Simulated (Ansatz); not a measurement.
**B₃N₂: a changed input and its effect**

System: B₃N₂ (R32, 5 atoms in the cell).
Method of run 1: DFT PBE, scalar-relativistic, plane waves, PAW, spin-polarised (Ansatz 0.2.0).

The structure was made by a generator, so it may or may not be a known phase. Text and figures count atoms from 1; the logs count them from 0 in places.

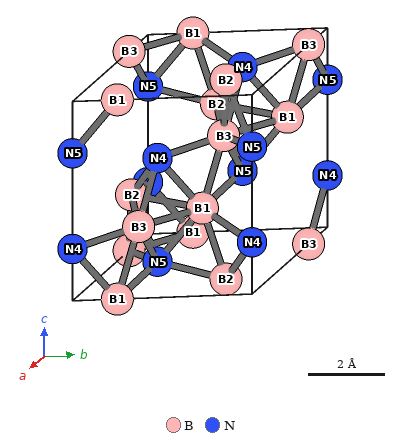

**Figure 1.** The structure (ball-and-stick view of the cell 3 times as large as that of the calculation, set on its symmetry axes, seen at an oblique angle; atoms are numbered from 1 in the order of the input). An atom can appear more than once, as a periodic image. Near neighbours in the periodic cell (some may lie outside the picture): B has 4 B at 2.05 to 2.07 Å and 4 N at 1.88 to 1.93 Å; N has 6 B at 1.88 to 1.93 Å.

## The input, run 1
```yaml
crystal:
  lattice:
    - [2.39417974, 1.38228032, 1.93338462]
    - [-2.39417974, 1.38228032, 1.93338462]
    - [0.0, -2.76456064, 1.93338462]
  atoms:
    - { symbol: B, position: [0.0, 0.25, 0.75] }
    - { symbol: B, position: [0.75, 0.0, 0.25] }
    - { symbol: B, position: [0.25, 0.75, 0.0] }
    - { symbol: "N", position: [0.25999999, 0.25999999, 0.25999999], spin: 1.0 }
    - { symbol: "N", position: [0.74000001, 0.74000001, 0.74000001], spin: 1.0 }
basis:
  ecutwfc: 420
kpoints:
  mp_grid: { grid: [6, 6, 6] }
hamiltonian:
  xc: pbe
scf:
  occupations: { method: gaussian, width: 0.1 }
  lower_state_search: "off"
output:
  forces: true
  stress: true
  eigenvalues: true
  populations: true
magnetization:
  spin_polarized: true
```

Launched with:
```bash
ansatz run input.yaml --threads 1 --pin off --max-ram 2560MiB --backend cpu --events-out ev --progress --plain --runs-dir out
```

Hardware: 1 thread of Intel Xeon @ 2.50GHz (Skylake/Cascade Lake), 189 GiB of memory available, shared host.

## Output, shortened to warnings, some set-up lines, iterations and results (run 1)
```
WARN: the starting moments were not kept: the SCF closed with an absolute magnetisation of 2.2e-6 μB, where they sum to 2 μB in size (2 sites). That is at most 0.1 of that sum. Measured as dr2_m measures the in/out step, that magnetisation stands 6.5e-13 eV from none, at or under the dr2_threshold of 1.0e-7 eV: it is no larger than a step whose dr2_m would equal this threshold. The system may …
Basis set: ecut = 420 eV, 745 PW (Γ), exchange–correlation on 48×48×48 points (8 copies of the dense FFT grid, shifted against one another)
Symmetry: 6 space group operations
k-points: 32 of 216 (time reversal used)
Initial density: superposition of atomic densities (chi_scale 0.1, normalization cell, long waves kept (reshape's long-wave potential 0.02 eV rms))
[...]
SCF iter   1: F=—  HF=-1227.113530 eV  |F-HF|=—  |Δ(HF+E_count)|=         —  Δρ=5.00e-2 (↑5.00e-2 ↓4.01e-2)  dr2=5.41e-1  dr2_m=5.72e-1  M=0.495 μB ∫|m|=0.533 μB  β_m=0.30  …
SCF iter   2: F=—  HF=-1227.245000 eV  |F-HF|=—  |Δ(HF+E_count)|=   1.31e-1  Δρ=3.61e-2 (↑3.61e-2 ↓3.40e-2)  dr2=2.68e-1  dr2_m=3.57e-1  M=0.393 μB ∫|m|=0.425 μB  β_m=0.30  …
SCF iter   3: F=—  HF=-1227.316285 eV  |F-HF|=—  |Δ(HF+E_count)|=   7.13e-2  Δρ=2.55e-2 (↑2.55e-2 ↓2.49e-2)  dr2=3.09e-2  dr2_m=2.15e-1  M=0.328 μB ∫|m|=0.352 μB  β_m=0.30  …
SCF iter   4: F=—  HF=-1227.380733 eV  |F-HF|=—  |Δ(HF+E_count)|=   6.44e-2  Δρ=1.96e-2 (↑1.93e-2 ↓1.96e-2)  dr2=1.74e-3  dr2_m=1.33e-1  M=0.271 μB ∫|m|=0.291 μB  β_m=0.30  …
SCF iter   5: F=—  HF=-1227.420026 eV  |F-HF|=—  |Δ(HF+E_count)|=   3.93e-2  Δρ=1.54e-2 (↑1.54e-2 ↓1.54e-2)  dr2=1.50e-4  dr2_m=8.31e-2  M=0.224 μB ∫|m|=0.241 μB  β_m=0.30  …
[... 8 lines ...]
SCF iter  14: F=-1227.483001 eV  HF=-1227.483001 eV  |F-HF|=9.04e-8  |Δ(HF+E_count)|=   1.68e-7  Δρ=1.67e-5 (↑1.67e-5 ↓1.56e-5)  dr2=1.73e-8  dr2_m=9.00e-8  M=0.001 μB …
SCF iter  15: F=-1227.483001 eV  HF=-1227.483001 eV  |F-HF|=7.50e-10  |Δ(HF+E_count)|=   2.44e-7  Δρ=1.46e-6 (↑1.17e-6 ↓1.46e-6)  dr2=7.90e-11  dr2_m=5.87e-10  M=0.000 μB …
SCF iter  16: F=-1227.483001 eV  HF=-1227.483001 eV  |F-HF|=4.05e-11  |Δ(HF+E_count)|=   1.15e-9  Δρ=3.11e-7 (↑3.11e-7 ↓2.65e-7)  dr2=5.83e-12  dr2_m=2.78e-11  M=-0.000 μB …
SCF iter  17: F=-1227.483001 eV  HF=-1227.483001 eV  |F-HF|=2.27e-12  |Δ(HF+E_count)|=  6.91e-11  Δρ=6.79e-8 (↑6.14e-8 ↓6.79e-8)  dr2=4.73e-13  dr2_m=1.25e-12  M=-0.000 μB …
SCF 1 converged in 17 iterations: F = -1227.483001 eV  dr2 = 4.73e-13
SCF converged after 17 iterations
Magnetization: -0.0000 μB (9.5000 up, 9.5000 down)
Absolute magnetization: 0.0000 μB (∫|ρ↑−ρ↓|, with the PAW one-centre terms)
Spin contamination: 0.0000 ħ² per cell (⟨S²⟩ above its minimum at these occupations)
Per-site moments (μB) at R_I (Å): [(-5.482362068878067e-8, 0.7744286393564341), (-5.482362075041641e-8, 0.7744286393564341), (-5.482362069038112e-8, 0.7744286393564341), (-7.808555915869614e-8, 0.7744286393564341), (-7.808555911369732e-8, 0.7744286393564341)]
Free energy (F): -1227.483001 eV
Harris-Foulkes:  -1227.483001 eV  (|F-HF|=2.27e-12)
Internal energy: -1227.470680 eV  (E = F + TS)
E sigma→0 (E₀):  -1227.476841 eV
Entropy (-TS):   -0.012322 eV (-2.464 meV/atom)
Fermi energy:    10.220164 eV
--- Per-component energies (eV) ---
  E_band       = 27.727092
  E_kinetic    = 379.573262
  E_local      = -389.139705  (includes V_loc(G=0)·N_el)
  E_nonlocal   = 126.979643
  E_hartree    = 105.266217
  E_xc         = -209.596652
  E_vxc        = -258.279348  (∫ρ·V_xc dr)
  E_paw        = -486.333325  (= ΣΔE_a)
  E_vpaw       = -41.939346  (= ΣTr[D̂ρ^β])
  E_aug_tail   = 0.000155  (compensation charges beyond the density's cutoff)
  E_ewald      = -754.220275
  E_smearing   = -0.012322  (= −TS)
  E_closure    = -0.000000  (closes the sum)
  Σ components = -1227.483001   (vs F -1227.483001, Δ=0.00e0)
--- Forces (eV/Å), atoms counted from 1 ---
  atom   1  B     -0.39273865     0.68024329     0.00000000
  atom   2  B     -0.39273865    -0.68024329    -0.00000000
  atom   3  B      0.78547730     0.00000000     0.00000000
  atom   4  N      0.00000000    -0.00000000    -1.34163346
  atom   5  N      0.00000000     0.00000000     1.34163346
  max |Σ_I F_I| component: 9.25e-16 eV/Å
--- Stress (GPa, compression-positive) ---
      -35.136246      -0.000000      -0.000000
       -0.000000     -35.136246      -0.000000
       -0.000000      -0.000000     -11.108788
  P = ⅓ Tr σ = -27.1271 GPa (-271.271 kbar)
--- Löwdin populations: 5 sites ---
  site symbol       q [e]    m [muB]
     0      B      2.8495    -0.0000
     1      B      2.8495    -0.0000
     2      B      2.8495    -0.0000
     3      N      5.1725    -0.0000
     4      N      5.1725    -0.0000
  spilling = 0.005604 (of n_electrons = 19.000000)
```

For run 2 the input was changed thus:
```diff
-    - { symbol: "N", position: [0.25999999, 0.25999999, 0.25999999], spin: 1.0 }
-    - { symbol: "N", position: [0.74000001, 0.74000001, 0.74000001], spin: 1.0 }
+    - { symbol: "N", position: [0.25999999, 0.25999999, 0.25999999] }
+    - { symbol: "N", position: [0.74000001, 0.74000001, 0.74000001] }
-  populations: true
-magnetization:
-  spin_polarized: true
```

Predict how the results change.

The energy is the same within 0.01 meV per atom. The SCF takes 6 iterations against 17. On the same kind of shared host run 2 took about 0.22 times as long. The two runs start from different initial densities, which also moves the count.

## Output, shortened to warnings, some set-up lines, iterations and results (run 2)
```
Basis set: ecut = 420 eV, 745 PW (Γ), exchange–correlation on 48×48×48 points (8 copies of the dense FFT grid, shifted against one another)
Symmetry: 6 space group operations
k-points: 32 of 216 (time reversal used)
Initial density: superposition of atomic densities (neutral atoms: chi_scale 0, normalization atom), corrected by the library's trained network
[...]
SCF iter   1: F=—  HF=-1227.537425 eV  |F-HF|=—  |Δ(HF+E_count)|=         —  Δρ=2.36e-2  dr2=2.32e-1  ethr=1.77e-3  ⟨swp⟩=4.4  Hψ=2474  notcnv=0
SCF iter   2: F=—  HF=-1227.502713 eV  |F-HF|=—  |Δ(HF+E_count)|=   3.47e-2  Δρ=1.36e-2  dr2=8.42e-2  ethr=1.22e-3  ⟨swp⟩=1.0  Hψ=736  notcnv=0
SCF iter   3: F=—  HF=-1227.483091 eV  |F-HF|=—  |Δ(HF+E_count)|=   1.96e-2  Δρ=1.08e-3  dr2=3.57e-4  ethr=4.43e-4  ⟨swp⟩=2.3  Hψ=790  notcnv=0
SCF iter   4: F=—  HF=-1227.483019 eV  |F-HF|=—  |Δ(HF+E_count)|=   7.17e-5  Δρ=4.77e-4  dr2=9.92e-5  ethr=1.88e-6  ⟨swp⟩=2.0  Hψ=715  notcnv=0
SCF iter   5: F=—  HF=-1227.483001 eV  |F-HF|=—  |Δ(HF+E_count)|=   1.81e-5  Δρ=6.77e-5  dr2=6.21e-7  ethr=5.22e-7  ⟨swp⟩=2.1  Hψ=680  notcnv=0
SCF iter   6: F=-1227.483001 eV  HF=-1227.483001 eV  |F-HF|=2.27e-8  |Δ(HF+E_count)|=   5.02e-7  Δρ=1.34e-5  dr2=2.22e-8  ethr=5.26e-10  ⟨swp⟩=7.4  Hψ=2212  notcnv=0
SCF 1 converged in 6 iterations: F = -1227.483001 eV  dr2 = 2.22e-8
SCF converged after 6 iterations
Free energy (F): -1227.483001 eV
Harris-Foulkes:  -1227.483001 eV  (|F-HF|=2.27e-8)
Internal energy: -1227.470680 eV  (E = F + TS)
E sigma→0 (E₀):  -1227.476841 eV
Entropy (-TS):   -0.012322 eV (-2.464 meV/atom)
Fermi energy:    10.220193 eV
--- Per-component energies (eV) ---
  E_band       = 27.727475
  E_kinetic    = 379.573363
  E_local      = -389.140018  (includes V_loc(G=0)·N_el)
  E_nonlocal   = 126.979538
  E_hartree    = 105.266570
  E_xc         = -209.596673
  E_vxc        = -258.279381  (∫ρ·V_xc dr)
  E_paw        = -486.333339  (= ΣΔE_a)
  E_vpaw       = -41.939308  (= ΣTr[D̂ρ^β])
  E_aug_tail   = 0.000155  (compensation charges beyond the density's cutoff)
  E_ewald      = -754.220275
  E_smearing   = -0.012322  (= −TS)
  E_closure    = 0.000000  (closes the sum)
  Σ components = -1227.483001   (vs F -1227.483001, Δ=0.00e0)
--- Forces (eV/Å), atoms counted from 1 ---
  atom   1  B     -0.39272754     0.68022405     0.00000000
  atom   2  B     -0.39272754    -0.68022405    -0.00000000
  atom   3  B      0.78545507     0.00000000     0.00000000
  atom   4  N      0.00000000    -0.00000000    -1.34162515
  atom   5  N      0.00000000     0.00000000     1.34162515
  max |Σ_I F_I| component: 1.33e-15 eV/Å
--- Stress (GPa, compression-positive) ---
      -35.136477      -0.000000      -0.000000
       -0.000000     -35.136477      -0.000000
       -0.000000      -0.000000     -11.108004
  P = ⅓ Tr σ = -27.1270 GPa (-271.270 kbar)
```

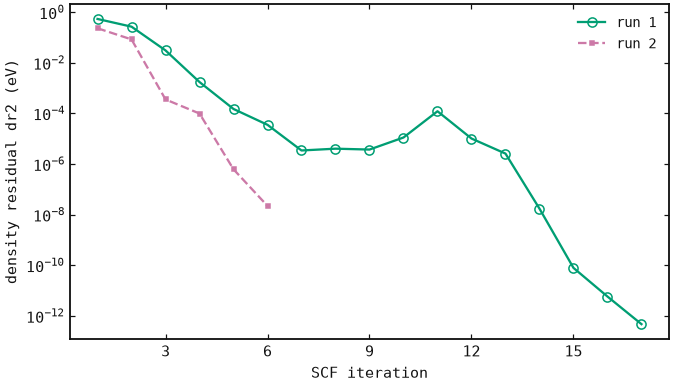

**Figure 2.** Convergence of the two runs: density residual dr2 against the SCF iteration. Run 1 takes 17 iterations in all, and run 2 takes 6.

## The two runs side by side

| quantity | run 1 | run 2 |
| --- | --- | --- |
| outcome | converged | converged |
| free energy per atom (eV) | −245.4966 | −245.4966 |
| energy per atom, smearing taken to zero (eV) | −245.4954 | −245.4954 |
| gap on the mesh (eV) | 0.00 | 0.00 |
| net moment of the cell (μB) | 0.00 | – |
| absolute moment of the cell (μB) | 0.00 | – |
| pressure (GPa) | −27.13 | −27.13 |
| largest force (eV/Å) | 1.342 | 1.342 |
| SCF iterations | 17 | 6 |
| irreducible k-points | 32 | 32 |
| plane waves at Γ | 745 | 745 |
| wall time (shared host) | 18 s | 3.9 s |

For run 1: Warnings: some starting moments were not kept. For run 2: The cell holds an odd number of electrons but the run has no spin polarisation, so a band is left half filled.
